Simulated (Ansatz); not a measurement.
Ti₂₄O₄₈H (charge −1): geometry relaxation (part 2 of 2)

Continued. System: Ti₂₄O₄₈H (defect cell, 73 atoms in the cell, total charge −1). Method: DFT, PBEsol, PAW, plane waves (Ansatz 0.2.0); cutoff 420 eV, 1×1×1 k-mesh, Fermi–Dirac smearing of 0.01 eV. 

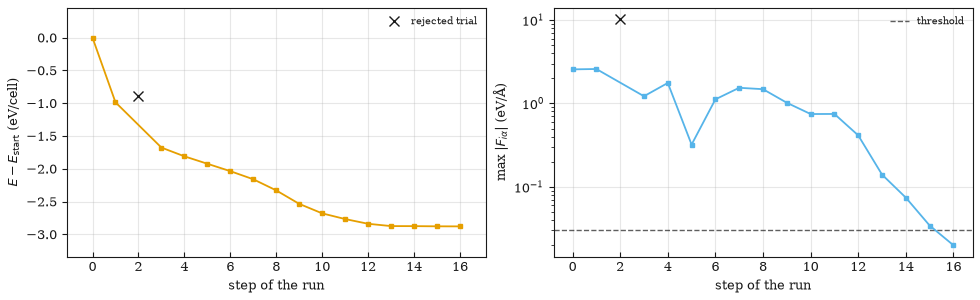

Progress of the relaxation, step by step (the first geometry is step 0 here and step 1 in the log).

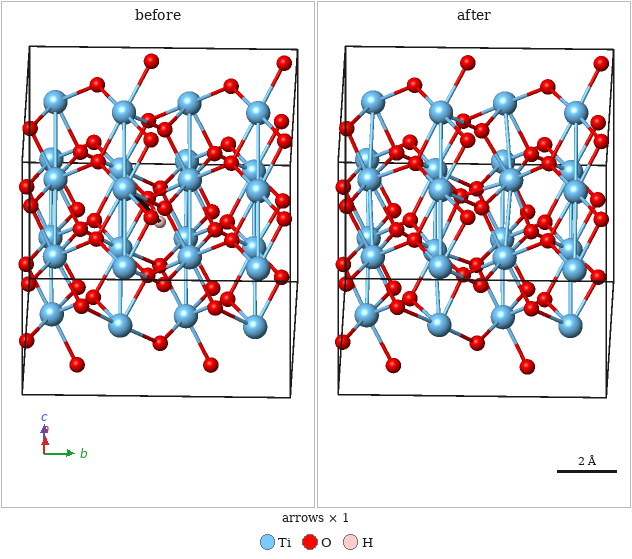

Before (left) and after (right) the relaxation, at one scale (ball-and-stick view of the cell of the calculation (origin shifted), seen at an oblique angle). The black arrows give the displacements, at true length. The atom that moves furthest is H73 (1.66 Å). By element the largest moves are H 1.66 Å, O 0.24 Å, Ti 0.19 Å. The cell doesn't change. Among the contacts that change: O37–H73 1.237 → 0.996 Å, Ti13–O37 1.953 → 2.111 Å, Ti15–O37 1.965 → 2.117 Å, Ti13–O26 1.969 → 1.847 Å. Among the angles that change: Ti13–O37–H73 167.8° → 101.0°, Ti15–O37–H73 68.2° → 100.6°, Ti10–O37–H73 63.2° → 91.8°. Over 16 geometry steps the energy falls by 2.878 eV per cell of the calculation. Largest force component: 2.6 eV/Å at the start, 0.02 eV/Å at the end. The line search rejected the trial step at point 2 (counted from 0) and went back. (Atoms are counted from 1 in the order of the input.)

```
SCF converged after 10 iterations
Free energy (F): -86399.532223 eV
Harris-Foulkes:  -86399.532223 eV  (|F-HF|=5.60e-8)
Internal energy: -86399.522433 eV  (E = F + TS)
E sigma→0 (E₀):  -86399.527328 eV
Entropy (-TS):   -0.009790 eV (-0.134 meV/atom)
Fermi energy:    11.294339 eV
--- Per-component energies (eV) ---
  E_band       = -4603.492077
  E_kinetic    = 14981.205452
  E_local      = -36880.731351  (includes V_loc(G=0)·N_el)
  E_nonlocal   = 2418.936505
  E_hartree    = 14028.971940
  E_xc         = -5865.899675
  E_vxc        = -7468.000464  (∫ρ·V_xc dr)
  E_paw        = -31796.258929  (= ΣΔE_a)
  E_vpaw       = -5712.965070  (= ΣTr[D̂ρ^β])
  E_aug_tail   = 0.119234  (compensation charges beyond the density's cutoff)
  E_ewald      = -43290.904653
  E_core_change = 5.039043  (= ΣΔE_core)
  E_smearing   = -0.009790  (= −TS)
  E_closure    = 0.000000  (closes the sum)
  E_deformation_potential = -19.077497  (in the stress; not in F)
  Σ components = -86399.532223   (vs F -86399.532223, Δ=0.00e0)
--- Forces (eV/Å), atoms counted from 1 ---
  atom   1  Ti     0.00445081     0.01250131     0.00737400
  atom   2  Ti    -0.00523288     0.00429325    -0.00531464
  atom   3  Ti     0.00452447     0.00319386     0.00408014
  atom   4  Ti    -0.00007422    -0.00798890     0.00342907
  atom   5  Ti    -0.00240511    -0.00602680     0.00538264
  atom   6  Ti     0.00020735    -0.00556933    -0.00645387
  atom   7  Ti    -0.00025396     0.00078949     0.00449670
  atom   8  Ti     0.00039795    -0.00116630     0.00306734
  atom   9  Ti     0.00322521    -0.00541152    -0.01288038
  atom  10  Ti     0.00242095     0.01416884     0.00552348
  atom  11  Ti    -0.00078158     0.00155170     0.00362184
  atom  12  Ti     0.00196016     0.00728732    -0.00588878
  atom  13  Ti    -0.00278110    -0.00394292     0.00328116
  atom  14  Ti    -0.00488989    -0.01105654     0.01782612
  atom  15  Ti     0.00545484    -0.00313505     0.00053760
  atom  16  Ti    -0.00166239     0.01139768    -0.00431975
  atom  17  Ti    -0.00653308     0.00084624    -0.00177400
  atom  18  Ti    -0.00493231     0.01991816    -0.00337576
  atom  19  Ti     0.00397190    -0.01194472    -0.00088500
  atom  20  Ti     0.00472591    -0.01246814    -0.00371051
  atom  21  Ti     0.00614147    -0.00651168     0.00090735
  atom  22  Ti     0.00018943     0.01142816    -0.00438943
  atom  23  Ti    -0.00017862     0.00852562    -0.00301911
  atom  24  Ti     0.00318800    -0.00202925    -0.00811178
  atom  25  O     -0.00182851     0.00391532    -0.00227156
  atom  26  O     -0.00089348     0.00292984    -0.00098985
  atom  27  O     -0.00633135     0.00960852     0.00105207
  atom  28  O      0.00083813    -0.00474270     0.00822386
  atom  29  O     -0.00199540     0.00115855     0.00329891
  atom  30  O     -0.00168390    -0.00367329    -0.00473561
  atom  31  O      0.00174223    -0.00197660     0.00626707
  atom  32  O     -0.00336896    -0.00092365    -0.00049318
  atom  33  O     -0.00102640    -0.00462475    -0.00339566
  atom  34  O     -0.00197744    -0.00402696     0.00827561
  atom  35  O     -0.00324994    -0.00889445    -0.00305082
  atom  36  O     -0.00713496    -0.00741216     0.00580330
  atom  37  O     -0.00273868    -0.01793411    -0.00285680
  atom  38  O      0.00371366     0.00051796    -0.00236741
  atom  39  O     -0.00129488     0.00103927    -0.01537899
  atom  40  O     -0.00087846    -0.00258369     0.00243110
  atom  41  O      0.00620387     0.00626799    -0.00138410
  atom  42  O      0.00663608    -0.00087734     0.00349520
  atom  43  O      0.00429841     0.00179635    -0.00148983
  atom  44  O      0.00013635     0.00746283    -0.00328080
  atom  45  O      0.00006524     0.00480541     0.00301544
  atom  46  O     -0.00588907    -0.00481837     0.00296914
  atom  47  O      0.00013295    -0.00264816    -0.00035084
  atom  48  O     -0.00370259     0.00157542     0.00105522
  atom  49  O     -0.00123558     0.00492926     0.00732678
  atom  50  O     -0.00015121     0.00292679    -0.00014254
  atom  51  O     -0.00424250     0.00153765    -0.00940054
  atom  52  O      0.00505859    -0.00414293     0.00269325
  atom  53  O     -0.00194613    -0.00439978    -0.00042279
  atom  54  O      0.00651699    -0.01178133    -0.00492721
  atom  55  O     -0.00591662    -0.00401357    -0.00209113
  atom  56  O     -0.00154417    -0.00062933    -0.00226182
  atom  57  O      0.00399207    -0.00365008     0.00187143
  atom  58  O      0.00386388     0.00268444    -0.00054473
  atom  59  O     -0.00273339     0.00161452    -0.00097492
  atom  60  O      0.00332935     0.00326786     0.00490942
  atom  61  O      0.00259257     0.00065418    -0.00199764
  atom  62  O      0.00348907     0.00927114     0.00157818
  atom  63  O     -0.00418828     0.00365068     0.00640382
  atom  64  O     -0.00199720    -0.00660692    -0.00727227
  atom  65  O      0.00466055    -0.00257369    -0.00124771
  atom  66  O      0.00056461     0.00039097     0.00919038
  atom  67  O     -0.00298506    -0.00093457     0.00062362
  atom  68  O     -0.00105367    -0.00043997    -0.00122713
  atom  69  O     -0.00286876    -0.00025393    -0.00532425
  atom  70  O      0.00164633     0.00289909    -0.00184595
  atom  71  O      0.00508023     0.00005383    -0.00459239
  atom  72  O     -0.00317379     0.00978208     0.00622999
  atom  73  H      0.00231822     0.00115374     0.00020439
  max |Σ_I F_I| component: 1.82e-5 eV/Å
--- Charged-cell corrections in eV (Makov–Payne, q = -1.000 e, ε = 100.000) ---
  F (periodic)     = -86399.532223  (uncorrected; the corrections below are reported, never added to it)
  E_corr1          = +0.022537  (monopole, q²α_M/2εL)
  F Makov-Payne    = -86399.509686  (F + E_corr1; no measured alignment; for a localised charge, not one spread in a band: unchecked)
--- Band table (eV) ---
  k-point 0: bands = ["-47.2501", "-47.2487", "-47.2341", "-47.2287", "-47.2271", "-47.2209", "-47.2156", "-47.2113", "-47.2085", "-47.2058", ... 152 levels left out ..., "4.3843", "4.4200", "4.4448", "4.4645", "4.5114", "4.5369", "4.5549", "4.5712", "4.6212", "4.6542", "4.7101", "4.7498", "4.7830", "4.8074", "4.8163", "4.8507", "4.9042", "4.9238", "4.9466", "4.9565", "4.9722", "4.9862", "5.0086", "5.0200", "5.0846", "5.0944", "5.1506", "5.1931", "5.2270",
      "5.2612", "5.2650", "5.2953", "5.3360", "5.3595", "5.4056", "5.4506", "5.4729", "5.4840", "5.4989", "5.5601", "5.6303", "5.7071", "5.7860", "5.8800", "5.9378", "5.9727", "5.9969", "6.0078", "6.0854", "6.1101", "6.1525", "6.1669", "6.2170", "6.2720", "6.2937", "6.3335", "6.3485", "6.3635", "6.3773", "6.4007", "6.4240", "6.4826", "6.5048", "6.5489", "6.5737", "6.6230", "6.6732", "6.6801", "6.7347",
      "6.7517", "6.7675", "6.7920", "6.8178", "6.8600", "6.8798", "6.9205", "6.9694", "6.9753", "7.0351", "7.0726", "7.1016", "7.1420", "7.1720", "7.1987", "7.2179", "7.2440", "7.3141", "7.3718", "7.4082", "7.4564", "7.4687", "7.4931", "7.5068", "7.5183", "7.5468", "7.5521", "7.5697", "7.5779", "7.6160", "7.6520", "7.6713", "7.7023", "7.7345", "7.7441", "7.7671", "7.7999", "7.8184", "7.8500", "7.9123",
      "8.0360", "8.0502", "8.1146", "8.1475", "8.1641", "8.1854", "8.1984", "8.2227", "8.2933", "8.3469", "8.3858", "8.3969", "8.4391", "8.5172", "8.5884", "8.6313", "8.9513", "11.2667", "11.3258", "11.3348", "11.3669", "11.4590", "11.5004", "11.5713", "11.6054", "11.6150", "11.6555", "11.6689", "11.6940", "11.7028", "11.7224", "11.7694", "11.7843", "11.8694", "11.9067", "11.9192", "11.9286", "11.9553", "11.9603", "12.0027",
      "12.0403", "12.0724", "12.0845", "12.0892", "12.1174", "12.1444", "12.1709", "12.1859", "12.2486", "12.2930", "12.3015", "12.3319", "12.3673", "12.3879", "12.3966", "12.4174", "12.4366", "12.4623", "12.4964", "12.5174", "12.5300", "12.5416", "12.5561", "12.5803", "12.5947", "12.6095", "12.6196", "12.6340", "12.6575", "12.6687", "12.7012", "12.7838", "12.8092", "12.8262", "12.8529", "12.8882", "12.9504", "12.9839", "13.0216", "13.0890",
      "13.1127", "13.1980", "13.2304", "13.2409", "13.2524", "13.2817", "13.3110", "13.3826", "13.7547", "14.1179", "14.2863"]
--- Relaxed structure (17 steps of the walk, 16 accepted, 0 SCFs on fresh bases) ---
  F+E_penalty+E_count = -86399.53222287 eV   max|allowed force component| = 1.992e-2 eV/Å
  atoms:
    - { symbol: Ti, position: [-0.004923120417546377, 1.0031694410111045, 0.9980652893102933] }
    - { symbol: Ti, position: [0.9985550486943635, 0.9974738710183536, 0.33300073929701435] }
    - { symbol: Ti, position: [0.9988122294330553, 0.9959086999195932, 0.6637264927126053] }
    - { symbol: Ti, position: [0.9982530002335294, 0.5011547651498408, -0.0018015283081571783] }
    - { symbol: Ti, position: [0.9978010451196352, 0.5042865176997748, 0.3325076124424931] }
    - { symbol: Ti, position: [-0.0031023832633280046, 0.5036966218755639, 0.6634841940487147] }
    - { symbol: Ti, position: [0.49768792612397555, -0.007526709155531906, 0.9984220809615669] }
    - { symbol: Ti, position: [0.49730471967920803, 1.0062497722256418, 0.33102657922998824] }
    - { symbol: Ti, position: [0.49626876521279556, 1.0050947171387994, 0.6659329033916643] }
    - { symbol: Ti, position: [0.5048754129898131, 0.5208743661235415, -0.0006207504882921669] }
    - { symbol: Ti, position: [0.501543435642968, 0.49790266256127497, 0.33140681712068404] }
    - { symbol: Ti, position: [0.5013056503421633, 0.4965187898944828, 0.6672451716469868] }
    - { symbol: Ti, position: [0.23811137891598913, 0.245093086883094, 0.17250289455075696] }
    - { symbol: Ti, position: [0.2529790025892015, 0.2597447289113453, 0.49835619545718624] }
    - { symbol: Ti, position: [0.2371239882331484, 0.24428983453591033, 0.8246520858700653] }
    - { symbol: Ti, position: [0.24588732070401434, 0.7518600813156665, 0.1670558823439283] }
    - { symbol: Ti, position: [0.2567468957067141, 0.7490516371310291, 0.49898916276746064] }
    - { symbol: Ti, position: [0.24538111655102476, 0.7496040189353983, 0.831114886941958] }
    - { symbol: Ti, position: [0.7487824359668419, 0.2524217931412908, 0.16480465522234952] }
    - { symbol: Ti, position: [0.7531535840031677, 0.24978818208306441, 0.49837705901348595] }
    - { symbol: Ti, position: [0.7480886823179191, 0.25085709117598143, 0.8317520377445791] }
    - { symbol: Ti, position: [0.7534540580788021, 0.7566901504798818, 0.1677394632460465] }
    - { symbol: Ti, position: [0.7386805705697508, 0.7510734547109181, 0.49836688583506167] }
    - { symbol: Ti, position: [0.7520972856466944, 0.7548857070264027, 0.8287759002148165] }
    - { symbol: O, position: [0.1509140031762856, 0.154241446866732, 0.99916412565348] }
    - { symbol: O, position: [0.15069169340398472, 0.15320201267307934, 0.3350713297252009] }
    - { symbol: O, position: [0.15067588238047958, 0.15286468651043603, 0.6614267144106841] }
    - { symbol: O, position: [0.14767910045621319, 0.6566238742649686, 0.99873717472164] }
    - { symbol: O, position: [0.14951401509005383, 0.655258493140939, 0.3319034442546006] }
    - { symbol: O, position: [0.14936141697807806, 0.6552731018803285, 0.6649440181568343] }
    - { symbol: O, position: [0.6414454212395383, 0.16127890337950485, -0.0013677605998929378] }
    - { symbol: O, position: [0.6486240971970528, 0.1565545703368493, 0.33191688428654514] }
    - { symbol: O, position: [0.6486043304285317, 0.15629001096283332, 0.6651652054617362] }
    - { symbol: O, position: [0.653669905012328, 0.6579349466944117, -0.0012151621548019953] }
    - { symbol: O, position: [0.651881949848326, 0.6537958163242078, 0.32979129345139635] }
    - { symbol: O, position: [0.65174090215589, 0.6536212132562221, 0.6669072777532764] }
    - { symbol: O, position: [0.36662257506975837, 0.33674708400687914, 0.998427543812815] }
    - { symbol: O, position: [0.3487328971676438, 0.34649451254349595, 0.3296859863098409] }
    - { symbol: O, position: [0.3482295665311056, 0.34645515959121065, 0.6679443899704239] }
    - { symbol: O, position: [0.3471008660524288, 0.8475675465806086, 0.9985089820512223] }
    - { symbol: O, position: [0.34610081273849036, 0.8497303702386348, 0.33134940055948614] }
    - { symbol: O, position: [0.345974080449768, 0.8498469446684689, 0.6660130840902828] }
    - { symbol: O, position: [0.8468372553201161, 0.3493070856978342, -0.0015314485677248686] }
    - { symbol: O, position: [0.8470273997286284, 0.3499281848184909, 0.33175337010751405] }
    - { symbol: O, position: [0.8471588340577655, 0.3496003093489451, 0.6657183245066712] }
    - { symbol: O, position: [0.8508017008631269, 0.8477564733094909, -0.0020438747091941663] }
    - { symbol: O, position: [0.8482658616879823, 0.8475724065823008, 0.3344110045275716] }
    - { symbol: O, position: [0.8483979620803981, 0.8472385290705733, 0.6635464206224589] }
    - { symbol: O, position: [0.10089606099217, 0.40321995426171603, 0.16300516924189318] }
    - { symbol: O, position: [0.09938993168719108, 0.40500938386046975, 0.49878053694128915] }
    - { symbol: O, position: [0.10087188157509429, 0.40291443261642107, 0.8342336135827615] }
    - { symbol: O, position: [0.09699961137906356, 0.9058732154166476, 0.16536426535330992] }
    - { symbol: O, position: [0.09602700485787735, 0.9037271913835307, 0.498284905514041] }
    - { symbol: O, position: [0.09715798626816023, 0.9062234004726787, 0.831965644007339] }
    - { symbol: O, position: [0.5983179827085939, 0.40816292058371484, 0.16416652380431307] }
    - { symbol: O, position: [0.5976958605399609, 0.40504411981331817, 0.4987311636497734] }
    - { symbol: O, position: [0.5985010293102352, 0.4078486178133677, 0.8327911712600967] }
    - { symbol: O, position: [0.6001214386787931, 0.9049543498842276, 0.16563538008604406] }
    - { symbol: O, position: [0.5959094054790349, 0.9030294922183997, 0.4985250245759545] }
    - { symbol: O, position: [0.5995114946727287, 0.9046427592827451, 0.8314457823211151] }
    - { symbol: O, position: [0.3988438635342475, 0.09683755460934632, 0.16423421067235183] }
    - { symbol: O, position: [0.40027151360341634, 0.09931698295161182, 0.49842145519362063] }
    - { symbol: O, position: [0.39857235655155404, 0.09669836162028013, 0.8330458005169316] }
    - { symbol: O, position: [0.39868362528305157, 0.5987787679895528, 0.1649138286057065] }
    - { symbol: O, position: [0.40127646754419594, 0.5991704507882439, 0.4986589546501282] }
    - { symbol: O, position: [0.3986294558184461, 0.5985116165956444, 0.832267081323184] }
    - { symbol: O, position: [0.8987467792781693, 0.09943272081084267, 0.16516168258326663] }
    - { symbol: O, position: [0.8992445761795738, 0.09814558295452872, 0.4983697223233352] }
    - { symbol: O, position: [0.8990470892085163, 0.09958815983128826, 0.8319879585909111] }
    - { symbol: O, position: [0.9013835233105146, 0.5983259612149632, 0.16528560676158915] }
    - { symbol: O, position: [0.9006225364756921, 0.5976768164170752, 0.4986075733319144] }
    - { symbol: O, position: [0.9015890423049712, 0.5985154222351751, 0.8318218945760119] }
    - { symbol: H, position: [0.4512389045708759, 0.26894279983434377, 0.9978136115577989] }
--- Löwdin populations: 73 sites ---
  site symbol       q [e]
     0     Ti     10.6973
     1     Ti     10.6941
     2     Ti     10.6934
     3     Ti     10.6950
     4     Ti     10.6894
     5     Ti     10.6905
     6     Ti     10.7079
     7     Ti     10.6926
     8     Ti     10.6914
     9     Ti     10.7017
    10     Ti     10.6925
    11     Ti     10.6947
    12     Ti     10.7061
    13     Ti     10.7110
    14     Ti     10.7037
    15     Ti     10.6971
    16     Ti     10.7012
    17     Ti     10.7004
    18     Ti     10.7021
    19     Ti     10.6988
    20     Ti     10.7009
    21     Ti     10.7002
    22     Ti     10.7020
    23     Ti     10.7018
    24      O      6.6361
    25      O      6.6069
    26      O      6.6081
    27      O      6.6367
    28      O      6.6334
    29      O      6.6339
    30      O      6.6691
    31      O      6.6372
    32      O      6.6381
    33      O      6.6190
    34      O      6.6279
    35      O      6.6273
    36      O      6.6792
    37      O      6.6244
    38      O      6.6243
    39      O      6.6367
    40      O      6.6347
    41      O      6.6352
    42      O      6.6360
    43      O      6.6373
    44      O      6.6368
    45      O      6.6318
    46      O      6.6227
    47      O      6.6231
    48      O      6.6492
    49      O      6.6421
    50      O      6.6497
    51      O      6.6402
    52      O      6.6247
    53      O      6.6384
    54      O      6.6447
    55      O      6.6356
    56      O      6.6451
    57      O      6.6409
    58      O      6.6427
    59      O      6.6409
    60      O      6.6556
    61      O      6.6330
    62      O      6.6559
    63      O      6.6390
    64      O      6.6491
    65      O      6.6396
    66      O      6.6508
    67      O      6.6353
    68      O      6.6495
    69      O      6.6349
    70      O      6.6246
    71      O      6.6350
    72      H      0.6309
  spilling = 0.003479 (of n_electrons = 578.000000)
```

### Key numbers

```csv
quantity,value
outcome,converged
electrons treated,578
free energy,−86399.5322 eV
Fermi energy,11.294 eV
largest force (length of the vector) at the end,0.022 eV/Å
wall time,91 s (CPU time 11 min)
peak memory,1.8 GiB
```

The k-point mesh is coarse for a cell of this size, so the results may not be converged.
